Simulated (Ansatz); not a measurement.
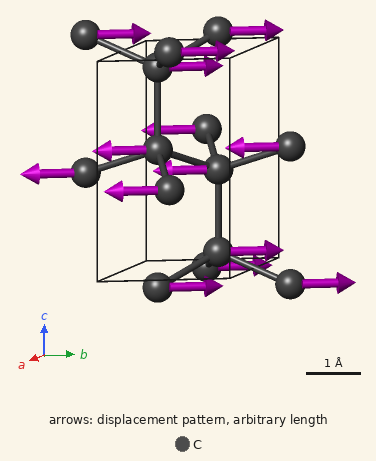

Normal modes of a crystal of C relaxed at 3 GPa, space group P6₃/mmc (No. 194), at the zone centre. The optical levels lie at 524 (×2), 1072, 1209 (×2), 1247, 1290, 1319 (×2) cm⁻¹. One mode is drawn. Displacements are drawn as purple arrows; their common scale and sign are arbitrary. The picture is a ball-and-stick view of the cell of the calculation, seen slightly off an axis.

These are results of Ansatz 0.2.0, DFT PBEsol, scalar-relativistic, plane waves, PAW, not measurements. Set-up: plane-wave cutoff 420 eV; k-point mesh 12 × 12 × 6; occupations fixed; target pressure 3 GPa; no spin polarisation.

Frequencies are those without the non-analytic (LO–TO) term.

Which of these frequencies is the drawn mode's?

Answer. The level at 524 cm⁻¹. This is the E₂u mode (doubly degenerate; one member of the set is drawn), the lowest optical level, silent by symmetry (neither infrared- nor Raman-active). All motion is along b; atoms of one kind move against one another, with no net shift of their sublattice; the C–C bond lengths don't change to first order, so for these it is a bending, tilting or sliding motion.
